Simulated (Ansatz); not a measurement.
Input of the run:

```
crystal:
  lattice:
    - [3.97347694, 5.6073e-06, 0.0]
    - [-5.437e-06, 3.97347694, 0.0]
    - [0.0, 0.0, 30.6344298968]
  atoms:
    - { symbol: Sn, position: [0.9998505288, 0.9998505288, 0.4614165615] }
    - { symbol: O, position: [0.9998515282, 0.499851077, 0.5000006575] }
    - { symbol: O, position: [0.499851077, 0.9998515282, 0.5000006575] }
    - { symbol: Sn, position: [0.4998494254, 0.4998494254, 0.5385847816] }
  periodic: [true, true, false]
basis:
  ecutwfc: 420
kpoints:
  mp_grid: { grid: [6, 6, 1] }
  band_path:
    path:
      - [0, 0, 0]
      - [0.5, 0, 0]
      - [0.5, 0.5, 0]
      - [0, 0.5, 0]
      - [0, 0, 0]
      - [0.5, 0.5, 0]
    npoints: 8
hamiltonian:
  xc: pbe
  dispersion: d3bj
scf:
  occupations: { method: gaussian, width: 0.02 }
output:
  forces: true
  stress: true
  eigenvalues: true
relax:
  adjacent_minimum: "off"
  f_tol: 0.01
  max_steps: 40
```

Launched with:
```bash
ansatz run input.yaml --threads 2 --pin off --max-ram 5120MiB --backend cpu --events-out ev --progress --plain --runs-dir out
```

What does the potential across the slab give for the band edges against vacuum?

From the vacuum level at the right face the ionisation potential is 5.16 eV and the electron affinity 2.61 eV; the left face gives the same. The slab's gap, their difference before rounding, is 2.55 eV. The two vacuum levels agree, so the slab has no net dipole along its normal. The outermost atoms are 2.3 Å apart, which leaves 28.4 Å of vacuum in a cell 30.6 Å high.

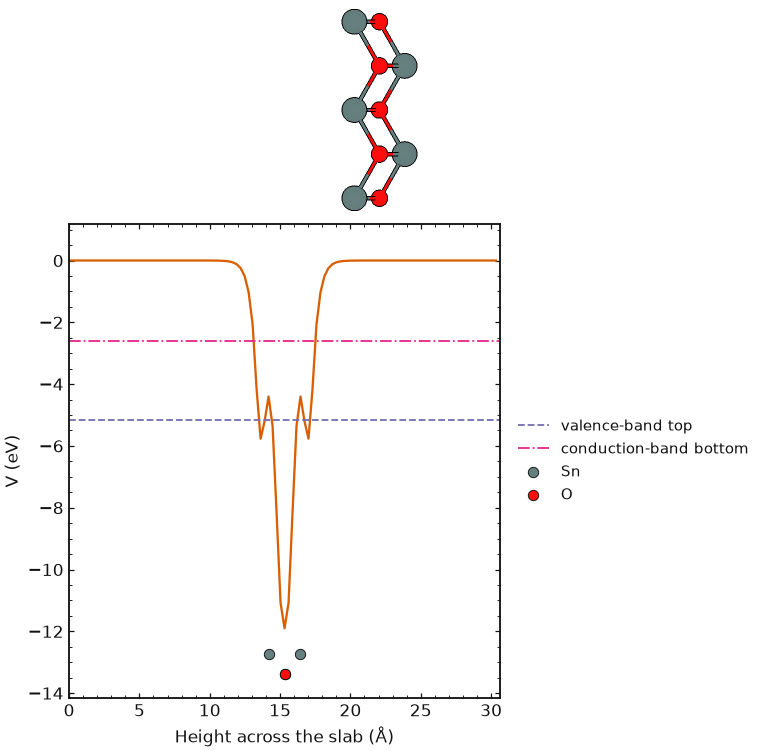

Plane-averaged electrostatic potential energy of an electron across the slab; circles at the bottom mark the heights of the atoms (positions after relaxation). The structure is drawn too.
